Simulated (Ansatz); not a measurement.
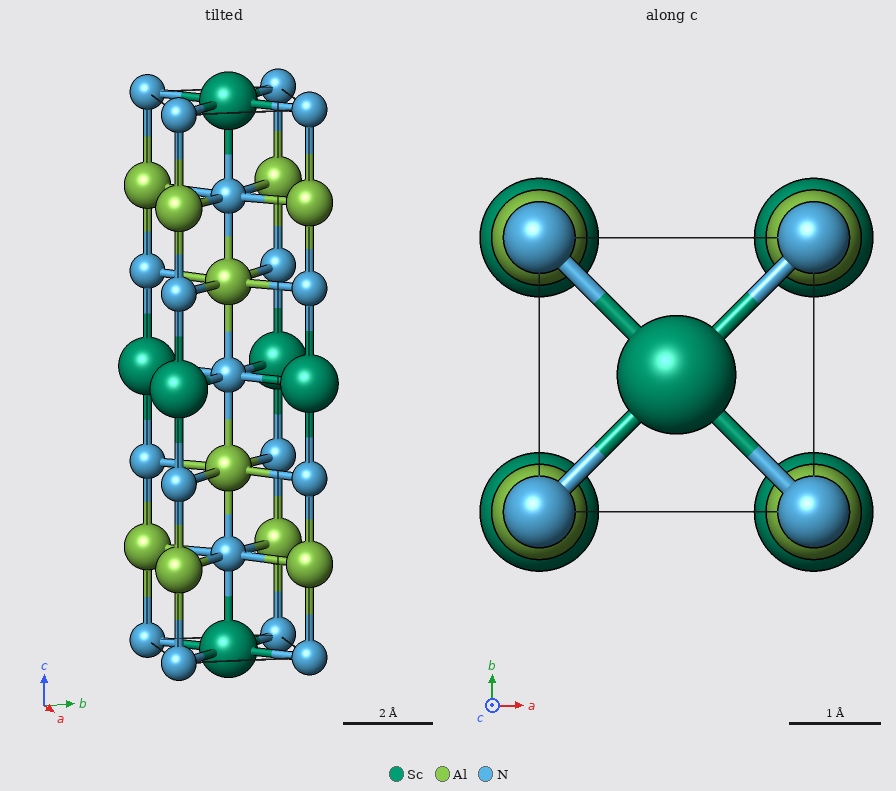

This ball-and-stick model is shown slightly off an axis and along the c axis. The conventional unit cell is drawn as a box.

ScAl2N3, space group I4/mmm (No. 139), a = 3.03 Å, b = 3.03 Å, c = 12.56 Å, α = 90.00°, β = 90.00°, γ = 90.00°.

Method used: Ansatz 0.2.0, DFT PBE, scalar-relativistic, plane waves, PAW. It ran with 420 eV cutoff, k-points about 0.24 Å⁻¹ apart, Gaussian smearing of 0.02 eV, no spin polarisation.

> Classify it as metallic or gapped, with the value.

A semiconductor at this level, with a gap of 0.73 eV, indirect; the smallest direct gap is 0.76 eV.

> How far is the cell from zero pressure?

The computed pressure is 0.0 GPa, close to zero.

The initial geometry was a structure type filled with these elements by a generator (whether the compound takes this form wasn't checked). Earlier steps of the study may have refined or changed the cell and positions. An electronic-structure calculation with Ansatz was run on it.
